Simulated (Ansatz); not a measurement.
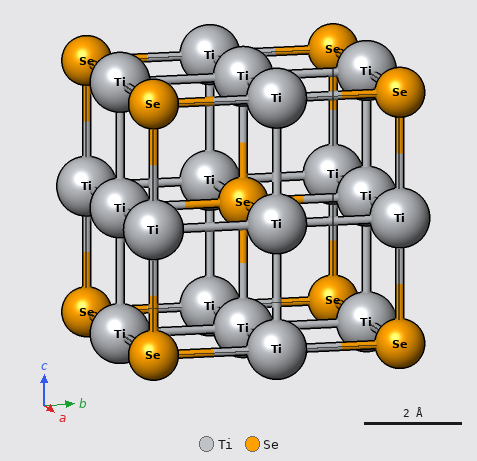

Ball-and-stick drawing of the structure, looking slightly off an axis. The conventional unit cell is outlined; an atom on or near a face, edge or corner is repeated at each equivalent position. Cell: a = 5.29 Å, b = 5.29 Å, c = 5.29 Å, α = 90.00°, β = 90.00°, γ = 90.00°.

The cell started as a random cell made by a generator, so it need not be a real form of the compound. Earlier steps of the study may have refined or changed the cell and positions. A calculation with Ansatz used it as input.

Describe the arrangement of the atoms.

Chemical formula Ti$_{3}$Se. It takes space group Im-3m (No. 229) on a body-centred cubic lattice. Content of the cell: 6 Ti, 2 Se (Z = 2). Around each Ti lie four Ti and two Se in an octahedral arrangement (about 2.6 Å to Ti, 2.6 Å to Se). Around each Se lie six Ti in an octahedral arrangement at about 2.6 Å. The bonds build a three-dimensional framework.

Setup: DFT PBE, scalar-relativistic, plane waves, PAW (Ansatz 0.2.0); wavefunction cutoff 420 eV, k-points about 0.14 Å⁻¹ apart, Gaussian smearing of 0.1 eV, no spin polarisation.

Metal or not?

A metal: bands cross the Fermi level.

List the Bader charges.

Ti +0.48 e; Se -1.45 e.

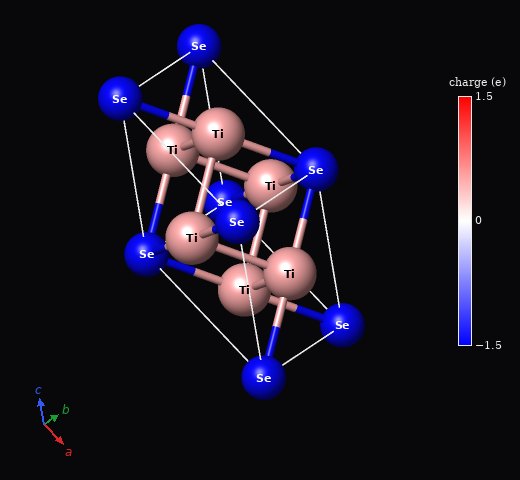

The atoms coloured by those charges. The run's cell of 4 atoms is drawn, so axes and origin can differ from the first picture.

Is this the optimised geometry for these settings?

Yes. All forces vanish to within 0.01 eV/Å. The pressure is 0.0 GPa, close to zero.
